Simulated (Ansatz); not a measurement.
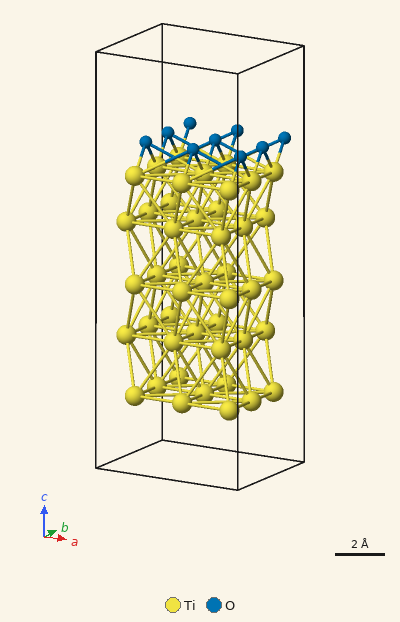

*The input geometry (ball-and-stick view of the 3 × 3 repeat of the cell, with the vacuum cut short, seen slightly off an axis).*

# Ti₅O: geometry relaxation (part 1 of 2)

The run: geometry relaxation of Ti₅O (slab, 6 atoms in the cell). Method and program: DFT PBE, scalar-relativistic, plane waves, PAW, PAW set soft_1, no spin polarisation (Ansatz 0.2.0).

The structure derives from an entry of the Crystallography Open Database. The input holds or restrains some coordinates.

The input:
```yaml
crystal:
  lattice:
    - [2.9381632086, 0.0, 0.0]
    - [-1.4690816043, 2.5445239791, 0.0]
    - [0.0, 0.0, 24.711706814]
  atoms:
    - { symbol: Ti, position: [0.6666666667, 0.3333333333, 0.1618666015] }
    - { symbol: Ti, position: [0.3333333333, 0.6666666667, 0.2559609806] }
    - { symbol: Ti, position: [0.6666666667, 0.3333333333, 0.3506708119] }
    - { symbol: Ti, position: [0.3333333333, 0.6666666667, 0.4475655916] }
    - { symbol: Ti, position: [0.6666666667, 0.3333333333, 0.5346335206] }
    - { symbol: O, position: [0.6666666667, 0.8333333333, 0.5840028341] }
basis:
  ecutwfc: 420
kpoints:
  mp_grid: { grid: [9, 9, 1] }
hamiltonian:
  xc: pbe
  pseudopotentials: { kind: paw, azcp: { folder: soft_1 } }
scf:
  occupations: { method: gaussian, width: 0.1 }
output:
  forces: true
  eigenvalues: true
  write_density: true
  write_potential: true
  elf: true
  volumetric_format: npy
relax:
  adjacent_minimum: "off"
  f_tol: 0.025
  max_steps: 16
  constraints: [{ sites: [0, 1, 2, 3, 4] }, { sites: [5], fix: xy }]
efield:
  axis: 3
  dipole_correction: true
  ramp_width: 0.04
```

Run on 1 thread of Arm Neoverse V1, 24 GiB of memory available, shared host.

Launch command:
```bash
ansatz run input.yaml --threads 1 --pin off --max-ram 3072MiB --backend cpu --events-out ev --progress --plain --runs-dir out
```

Log:
```
Engine: ansatz 0.2.0, aarch64-unknown-linux-gnu
Pseudopotentials: kind: paw
Pseudopotential: Ti, paw, valence charge 12, recommended cutoff 420 eV (normal), [file]
Pseudopotential: O, paw, valence charge 6, recommended cutoff 420 eV (normal), [file]
Functional definition: PBE
  parameter kappa = 0.804
  parameter beta = 0.06672455060314922
  exchange = pbe_x(kappa = kappa, mu = beta*pi^2/3)
  correlation = pbe_c(beta = beta)
Crystal: 6 atoms, lattice volume = 184.750 Å³
Basis set: ecut = 420 eV, 3563 PW (Γ), exchange–correlation on 40×40×360 points (8 copies of the dense FFT grid, shifted against one another)
Bands: 40, of which v1, the nominal top of the filled ones, is band 33 counted from 1 (32 counted from 0)
Symmetry: 2 space group operations
Space group: Cm (ITA 8), of the structure as read, at distance tolerance 5.7e-5 Å
k-points: 25 of 81 (time reversal used)
Non-local potential: Ti, projectors of the file, l = 0: 3, l = 1: 2, l = 2: 3, l = 3: 1
Non-local potential: O, projectors of the file, l = 0: 2, l = 1: 2, l = 2: 1
PAW form: soft (Blöchl's): semilocal exchange-correlation on the pseudo side does not see the compensation charge
PAW one-centre angular grid: Ti, 590 points (default); XC on 64 Gauss nodes
PAW one-centre angular grid: O, 110 points (default); XC on 64 Gauss nodes
Initial density: superposition of atomic densities (neutral atoms: chi_scale 0, normalization atom)
Initial wavefunctions: pseudopotential atomic-orbital guess
Functional: x = pbe(κ = 0.804, μ = 0.2195149727645171), c = pbe(β = 0.06672455060314922)
SCF iter   1: F=—  HF=-13069.920788 eV  |F-HF|=—  |Δ(HF+E_count)|=         —  Δρ=8.05e-2  dr2=9.04e1  ethr=3.10e-3  p=-0.000 e·Å  D=-1.34e-6 V/Å  ΔV_dip=0.00 eV  dr2_dipole=5.49e1  V_vac-E_F(+/−)=8.34/8.34 eV  ⟨swp⟩=9.1  Hψ=4798  notcnv=0
efield: sawtooth ramp at fractional position 0.8529 (placed from the atoms, in the widest stretch of the axis that holds none; the zero of the levels goes with the place), width 0.0400; the density the first Hamiltonian is built on has a dipole p = -0.000 e·Å; the dipole correction subtracts the counter field D = -1.34e-6 V/Å, which shifts the + side's vacuum level by +0.00 eV against the − side's; the planar-averaged density in the ramp window peaks in size at 2.7e-6 e/Å³
preconditioner: auto → LDOS  [metal: Δε(μ)=0.045 eV  Ē_g=3.707 eV  σ=0.100 eV  W_gap=0.25  n_scr=18 (ndim 8)  ℏωp=13.4 eV  f_vac=0.441  D(μ)=5.00/eV (n_scr^D=16)  β→1.0]
SCF iter   2: F=—  HF=-13100.236446 eV  |F-HF|=—  |Δ(HF+E_count)|=    3.03e1  Δρ=2.58e-1  dr2=2.47e3  ethr=3.10e-3  p=-0.654 e·Å  D=-6.41e-1 V/Å  ΔV_dip=15.84 eV  dr2_dipole=2.53e3  V_vac-E_F(+/−)=9.97/-5.87 eV  ⟨swp⟩=17.3  Hψ=10585  notcnv=0  defer=47  recentre
SCF iter   3: F=—  HF=-13067.643423 eV  |F-HF|=—  |Δ(HF+E_count)|=    3.26e1  Δρ=5.86e-2  dr2=6.08e1  ethr=3.10e-3  p=-0.035 e·Å  D=-3.42e-2 V/Å  ΔV_dip=0.85 eV  dr2_dipole=3.78e1  V_vac-E_F(+/−)=8.12/7.30 eV  ⟨swp⟩=14.2  Hψ=7721  notcnv=0  defer=44
SCF iter   4: F=—  HF=-13066.445610 eV  |F-HF|=—  |Δ(HF+E_count)|=    1.20e0  Δρ=2.45e-2  dr2=8.49e0  ethr=3.10e-3  p=0.204 e·Å  D=2.00e-1 V/Å  ΔV_dip=-4.94 eV  dr2_dipole=7.87e0  V_vac-E_F(+/−)=7.83/12.69 eV  ⟨swp⟩=8.7  Hψ=2725  notcnv=0  defer=33
SCF iter   5: F=—  HF=-13065.986575 eV  |F-HF|=—  |Δ(HF+E_count)|=   4.59e-1  Δρ=2.07e-2  dr2=1.51e1  ethr=3.10e-3  p=0.128 e·Å  D=1.26e-1 V/Å  ΔV_dip=-3.11 eV  dr2_dipole=6.27e0  V_vac-E_F(+/−)=7.78/10.82 eV  ⟨swp⟩=5.2  Hψ=2034  notcnv=0  defer=23
SCF iter   6: F=—  HF=-13065.722662 eV  |F-HF|=—  |Δ(HF+E_count)|=   2.64e-1  Δρ=1.51e-2  dr2=1.10e0  ethr=3.10e-3  p=-0.110 e·Å  D=-1.08e-1 V/Å  ΔV_dip=2.66 eV  dr2_dipole=2.23e-2  V_vac-E_F(+/−)=7.22/4.55 eV  ⟨swp⟩=3.4  Hψ=1355  notcnv=0  defer=24
SCF iter   7: F=—  HF=-13065.768827 eV  |F-HF|=—  |Δ(HF+E_count)|=   4.62e-2  Δρ=9.29e-3  dr2=1.53e0  ethr=1.66e-3  p=-0.254 e·Å  D=-2.49e-1 V/Å  ΔV_dip=6.15 eV  dr2_dipole=3.44e-1  V_vac-E_F(+/−)=7.16/1.05 eV  ⟨swp⟩=3.8  Hψ=1649  notcnv=0  defer=24
SCF iter   8: F=—  HF=-13065.731364 eV  |F-HF|=—  |Δ(HF+E_count)|=   3.75e-2  Δρ=5.00e-3  dr2=3.64e-1  ethr=1.66e-3  p=-0.239 e·Å  D=-2.34e-1 V/Å  ΔV_dip=5.78 eV  dr2_dipole=2.70e-2  V_vac-E_F(+/−)=7.24/1.50 eV  ⟨swp⟩=2.2  Hψ=1214  notcnv=0  defer=18
SCF iter   9: F=—  HF=-13065.689968 eV  |F-HF|=—  |Δ(HF+E_count)|=   4.14e-2  Δρ=1.73e-3  dr2=8.78e-2  ethr=5.51e-4  p=-0.179 e·Å  D=-1.76e-1 V/Å  ΔV_dip=4.34 eV  dr2_dipole=8.68e-3  V_vac-E_F(+/−)=7.27/2.96 eV  ⟨swp⟩=2.6  Hψ=1470  notcnv=0  defer=18
SCF iter  10: F=—  HF=-13065.678378 eV  |F-HF|=—  |Δ(HF+E_count)|=   1.16e-2  Δρ=2.04e-3  dr2=8.02e-2  ethr=1.33e-4  p=-0.121 e·Å  D=-1.19e-1 V/Å  ΔV_dip=2.94 eV  dr2_dipole=5.39e-2  V_vac-E_F(+/−)=7.32/4.38 eV  ⟨swp⟩=2.3  Hψ=1275  notcnv=0  defer=17
SCF iter  11: F=—  HF=-13065.677965 eV  |F-HF|=—  |Δ(HF+E_count)|=   4.13e-4  Δρ=1.09e-3  dr2=2.21e-2  ethr=1.22e-4  p=-0.117 e·Å  D=-1.15e-1 V/Å  ΔV_dip=2.84 eV  dr2_dipole=1.33e-2  V_vac-E_F(+/−)=7.29/4.45 eV  ⟨swp⟩=1.3  Hψ=1022  notcnv=0  defer=17
SCF iter  12: F=—  HF=-13065.677651 eV  |F-HF|=—  |Δ(HF+E_count)|=   3.14e-4  Δρ=3.13e-4  dr2=8.09e-4  ethr=3.35e-5  p=-0.117 e·Å  D=-1.14e-1 V/Å  ΔV_dip=2.82 eV  dr2_dipole=2.48e-4  V_vac-E_F(+/−)=7.28/4.46 eV  ⟨swp⟩=1.9  Hψ=1132  notcnv=0  defer=17
SCF iter  13: F=—  HF=-13065.677609 eV  |F-HF|=—  |Δ(HF+E_count)|=   4.20e-5  Δρ=1.14e-4  dr2=4.92e-5  ethr=1.23e-6  p=-0.117 e·Å  D=-1.14e-1 V/Å  ΔV_dip=2.83 eV  dr2_dipole=2.41e-5  V_vac-E_F(+/−)=7.28/4.45 eV  ⟨swp⟩=2.3  Hψ=1370  notcnv=0  defer=17
SCF iter  14: F=—  HF=-13065.677614 eV  |F-HF|=—  |Δ(HF+E_count)|=   5.45e-6  Δρ=6.39e-5  dr2=2.81e-5  ethr=2.37e-8  p=-0.117 e·Å  D=-1.15e-1 V/Å  ΔV_dip=2.84 eV  dr2_dipole=2.08e-5  V_vac-E_F(+/−)=7.28/4.44 eV  ⟨swp⟩=35.7  Hψ=13871  notcnv=0
SCF iter  15: F=-13065.677612 eV  HF=-13065.677614 eV  |F-HF|=1.43e-6  |Δ(HF+E_count)|=   4.57e-7  Δρ=2.39e-5  dr2=1.67e-6  ethr=2.37e-8  p=-0.118 e·Å  D=-1.15e-1 V/Å  ΔV_dip=2.85 eV  dr2_dipole=8.22e-7  V_vac-E_F(+/−)=7.28/4.43 eV  ⟨swp⟩=12.4  Hψ=8313  notcnv=0
SCF 1 converged in 15 iterations: F = -13065.677612 eV  dr2 = 1.67e-6
  greatest PAW one-centre occupation: 0.999 electrons in one spin orbital (limit 2), on the Ti atom at site 2 (counted from 0), in its partial waves of l = 0
relax step   1: F+E_penalty+E_count = -13065.67761248 eV  Δ(F+E_penalty+E_count) = +0.000e0 eV  max|allowed force component| = 2.578e0 eV/Å  Δτ_max = 0.0000 Å  (15 SCF iters, dr2 threshold 1.56e-5 eV, accepted)
Initial density: handed on by an earlier stage of this run
Initial wavefunctions: those handed on with the density
iter 1 solved again at ethr=2.37e-4 eV; its pass at ethr=3.10e-3 eV (dr2=1.56e-1 eV) is discarded
SCF iter   1: F=—  HF=-13065.867718 eV  |F-HF|=—  |Δ(HF+E_count)|=         —  Δρ=4.76e-3  dr2=1.34e-1  ethr=2.37e-4  p=-0.118 e·Å  D=-1.15e-1 V/Å  ΔV_dip=2.85 eV  dr2_dipole=9.78e-2  V_vac-E_F(+/−)=7.27/4.42 eV  ⟨swp⟩=1.6  Hψ=3153  notcnv=0  defer=16
efield: sawtooth ramp at fractional position 0.8529 (handed on by an earlier solve), width 0.0400; the density the first Hamiltonian is built on has a dipole p = -0.118 e·Å; the dipole correction subtracts the counter field D = -1.15e-1 V/Å, which shifts the + side's vacuum level by +2.85 eV against the − side's; the planar-averaged density in the ramp window peaks in size at 4.2e-6 e/Å³
preconditioner: auto → LDOS  [metal: Δε(μ)=0.011 eV  Ē_g=4.199 eV  σ=0.100 eV  W_gap=0.06  n_scr=18 (ndim 8)  ℏωp=13.9 eV  f_vac=0.455  D(μ)=10.08/eV (n_scr^D=114)  β→1.0]
SCF iter   2: F=—  HF=-13065.852884 eV  |F-HF|=—  |Δ(HF+E_count)|=   1.48e-2  Δρ=3.06e-3  dr2=2.15e-2  ethr=2.03e-4  p=-0.084 e·Å  D=-8.20e-2 V/Å  ΔV_dip=2.03 eV  dr2_dipole=1.38e-3  V_vac-E_F(+/−)=6.46/4.43 eV  ⟨swp⟩=3.0  Hψ=1455  notcnv=0  defer=16
SCF iter   3: F=—  HF=-13065.848636 eV  |F-HF|=—  |Δ(HF+E_count)|=   4.25e-3  Δρ=8.33e-4  dr2=2.95e-3  ethr=3.26e-5  p=-0.097 e·Å  D=-9.49e-2 V/Å  ΔV_dip=2.35 eV  dr2_dipole=1.36e-4  V_vac-E_F(+/−)=6.78/4.43 eV  ⟨swp⟩=3.0  Hψ=1522  notcnv=0  defer=16
SCF iter   4: F=—  HF=-13065.848136 eV  |F-HF|=—  |Δ(HF+E_count)|=   5.00e-4  Δρ=1.34e-4  dr2=1.23e-4  ethr=4.46e-6  p=-0.094 e·Å  D=-9.25e-2 V/Å  ΔV_dip=2.28 eV  dr2_dipole=2.99e-6  V_vac-E_F(+/−)=6.72/4.43 eV  ⟨swp⟩=2.4  Hψ=1326  notcnv=0  defer=16
SCF iter   5: F=—  HF=-13065.848152 eV  |F-HF|=—  |Δ(HF+E_count)|=   1.66e-5  Δρ=1.03e-4  dr2=6.43e-5  ethr=1.52e-7  p=-0.094 e·Å  D=-9.21e-2 V/Å  ΔV_dip=2.28 eV  dr2_dipole=5.56e-6  V_vac-E_F(+/−)=6.71/4.43 eV  ⟨swp⟩=20.1  Hψ=10321  notcnv=0
SCF iter   6: F=-13065.848152 eV  HF=-13065.848153 eV  |F-HF|=7.61e-7  |Δ(HF+E_count)|=   1.27e-7  Δρ=1.61e-5  dr2=1.34e-6  ethr=9.74e-8  p=-0.094 e·Å  D=-9.20e-2 V/Å  ΔV_dip=2.27 eV  dr2_dipole=1.75e-8  V_vac-E_F(+/−)=6.70/4.43 eV  ⟨swp⟩=14.8  Hψ=9894  notcnv=0
SCF 2 converged in 6 iterations: F = -13065.848152 eV  dr2 = 1.34e-6
relax step   2: F+E_penalty+E_count = -13065.84815176 eV  Δ(F+E_penalty+E_count) = -1.705e-1 eV  max|allowed force component| = 1.012e0 eV/Å  Δτ_max = 0.0936 Å  (6 SCF iters, dr2 threshold 1.00e-4 eV, accepted)
SCF iter   1: F=—  HF=-13065.883197 eV  |F-HF|=—  |Δ(HF+E_count)|=         —  Δρ=2.90e-3  dr2=6.79e-2  ethr=7.11e-4  p=-0.094 e·Å  D=-9.20e-2 V/Å  ΔV_dip=2.27 eV  dr2_dipole=5.10e-2  V_vac-E_F(+/−)=6.70/4.43 eV  ⟨swp⟩=2.4  Hψ=1884  notcnv=0  defer=14
efield: sawtooth ramp at fractional position 0.8529 (handed on by an earlier solve), width 0.0400; the density the first Hamiltonian is built on has a dipole p = -0.094 e·Å; the dipole correction subtracts the counter field D = -9.20e-2 V/Å, which shifts the + side's vacuum level by +2.27 eV against the − side's; the planar-averaged density in the ramp window peaks in size at 4.9e-6 e/Å³
preconditioner: auto → LDOS  [metal: Δε(μ)=0.011 eV  Ē_g=4.302 eV  σ=0.100 eV  W_gap=0.06  n_scr=18 (ndim 8)  ℏωp=13.9 eV  f_vac=0.456  D(μ)=10.06/eV (n_scr^D=114)  β→1.0]
SCF iter   2: F=—  HF=-13065.876992 eV  |F-HF|=—  |Δ(HF+E_count)|=   6.21e-3  Δρ=2.04e-3  dr2=8.67e-3  ethr=1.03e-4  p=-0.072 e·Å  D=-7.00e-2 V/Å  ΔV_dip=1.73 eV  dr2_dipole=2.31e-4  V_vac-E_F(+/−)=6.16/4.43 eV  ⟨swp⟩=2.4  Hψ=1557  notcnv=0  defer=16
SCF iter   3: F=—  HF=-13065.874993 eV  |F-HF|=—  |Δ(HF+E_count)|=   2.00e-3  Δρ=5.52e-4  dr2=1.41e-3  ethr=1.31e-5  p=-0.080 e·Å  D=-7.87e-2 V/Å  ΔV_dip=1.95 eV  dr2_dipole=6.60e-5  V_vac-E_F(+/−)=6.38/4.43 eV  ⟨swp⟩=2.8  Hψ=1707  notcnv=0  defer=16
SCF iter   4: F=—  HF=-13065.874765 eV  |F-HF|=—  |Δ(HF+E_count)|=   2.28e-4  Δρ=1.13e-4  dr2=6.43e-5  ethr=2.13e-6  p=-0.079 e·Å  D=-7.69e-2 V/Å  ΔV_dip=1.90 eV  dr2_dipole=9.64e-7  V_vac-E_F(+/−)=6.33/4.43 eV  ⟨swp⟩=2.3  Hψ=1327  notcnv=0  defer=16
SCF iter   5: F=-13065.874753 eV  HF=-13065.874788 eV  |F-HF|=3.46e-5  |Δ(HF+E_count)|=   2.26e-5  Δρ=8.44e-5  dr2=3.38e-5  ethr=9.69e-8  p=-0.078 e·Å  D=-7.67e-2 V/Å  ΔV_dip=1.90 eV  dr2_dipole=3.80e-6  V_vac-E_F(+/−)=6.33/4.43 eV  ⟨swp⟩=21.6  Hψ=10886  notcnv=0
SCF 3 converged in 5 iterations: F = -13065.874753 eV  dr2 = 3.38e-5
relax step   3: F+E_penalty+E_count = -13065.87475338 eV  Δ(F+E_penalty+E_count) = -2.660e-2 eV  max|allowed force component| = 6.382e-2 eV/Å  Δτ_max = 0.0554 Å  (5 SCF iters, dr2 threshold 6.39e-5 eV, accepted)
SCF iter   1: F=—  HF=-13065.874922 eV  |F-HF|=—  |Δ(HF+E_count)|=         —  Δρ=1.79e-4  dr2=3.40e-4  ethr=3.65e-6  p=-0.078 e·Å  D=-7.67e-2 V/Å  ΔV_dip=1.90 eV  dr2_dipole=2.60e-4  V_vac-E_F(+/−)=6.33/4.43 eV  ⟨swp⟩=2.0  Hψ=1565  notcnv=0
efield: sawtooth ramp at fractional position 0.8529 (handed on by an earlier solve), width 0.0400; the density the first Hamiltonian is built on has a dipole p = -0.078 e·Å; the dipole correction subtracts the counter field D = -7.67e-2 V/Å, which shifts the + side's vacuum level by +1.90 eV against the − side's; the planar-averaged density in the ramp window peaks in size at 5.2e-6 e/Å³
preconditioner: auto → LDOS  [metal: Δε(μ)=0.010 eV  Ē_g=4.327 eV  σ=0.100 eV  W_gap=0.06  n_scr=18 (ndim 8)  ℏωp=13.9 eV  f_vac=0.456  D(μ)=9.96/eV (n_scr^D=114)  β→1.0]
SCF iter   2: F=—  HF=-13065.874902 eV  |F-HF|=—  |Δ(HF+E_count)|=   1.97e-5  Δρ=1.25e-4  dr2=2.56e-5  ethr=5.15e-7  p=-0.080 e·Å  D=-7.79e-2 V/Å  ΔV_dip=1.93 eV  dr2_dipole=1.85e-8  V_vac-E_F(+/−)=6.36/4.43 eV  ⟨swp⟩=2.0  Hψ=1398  notcnv=0
SCF iter   3: F=—  HF=-13065.874895 eV  |F-HF|=—  |Δ(HF+E_count)|=   6.49e-6  Δρ=4.02e-5  dr2=3.46e-6  ethr=3.88e-8  p=-0.079 e·Å  D=-7.74e-2 V/Å  ΔV_dip=1.91 eV  dr2_dipole=7.80e-7  V_vac-E_F(+/−)=6.35/4.43 eV  ⟨swp⟩=3.0  Hψ=1658  notcnv=0
SCF iter   4: F=—  HF=-13065.874895 eV  |F-HF|=—  |Δ(HF+E_count)|=   1.17e-7  Δρ=1.22e-5  dr2=3.99e-7  ethr=5.24e-9  p=-0.079 e·Å  D=-7.75e-2 V/Å  ΔV_dip=1.92 eV  dr2_dipole=5.89e-9  V_vac-E_F(+/−)=6.35/4.43 eV  ⟨swp⟩=2.6  Hψ=1680  notcnv=0
SCF iter   5: F=-13065.874895 eV  HF=-13065.874895 eV  |F-HF|=7.71e-8  |Δ(HF+E_count)|=   3.82e-9  Δρ=3.79e-6  dr2=6.50e-8  ethr=1.52e-10  p=-0.079 e·Å  D=-7.75e-2 V/Å  ΔV_dip=1.92 eV  dr2_dipole=6.39e-9  V_vac-E_F(+/−)=6.35/4.43 eV  ⟨swp⟩=14.2  Hψ=7835  notcnv=0
SCF 4 converged in 5 iterations: F = -13065.874895 eV  dr2 = 6.50e-8
relax step   4: F+E_penalty+E_count = -13065.87489542 eV  Δ(F+E_penalty+E_count) = -1.420e-4 eV  max|allowed force component| = 3.554e-4 eV/Å  Δτ_max = 0.0033 Å  (5 SCF iters, accepted)
```

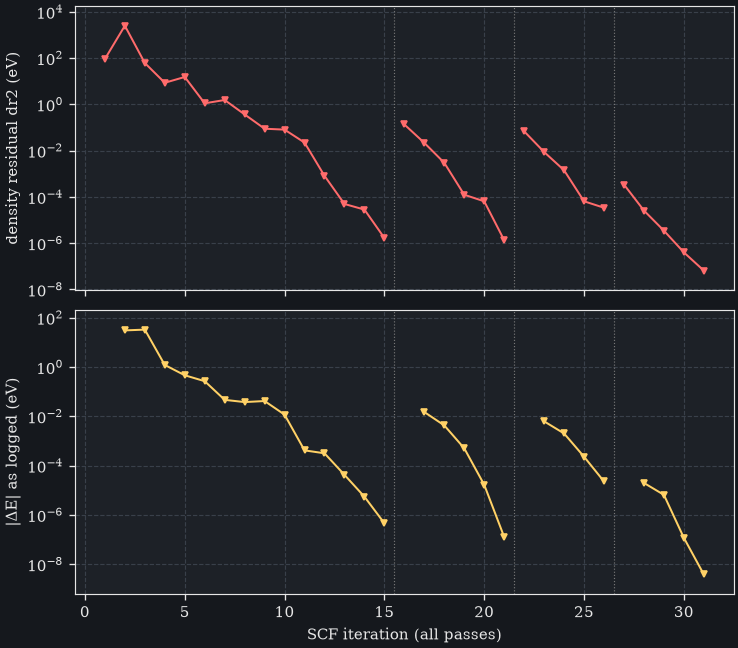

*Convergence of the self-consistent field: density residual dr2 and size of the energy change against the SCF iteration. The dotted lines part the SCF passes of the relaxation: geometry steps, rejected trials and re-solves on a re-selected basis.*

The passes take 15, 6, 5 and 5 iterations.
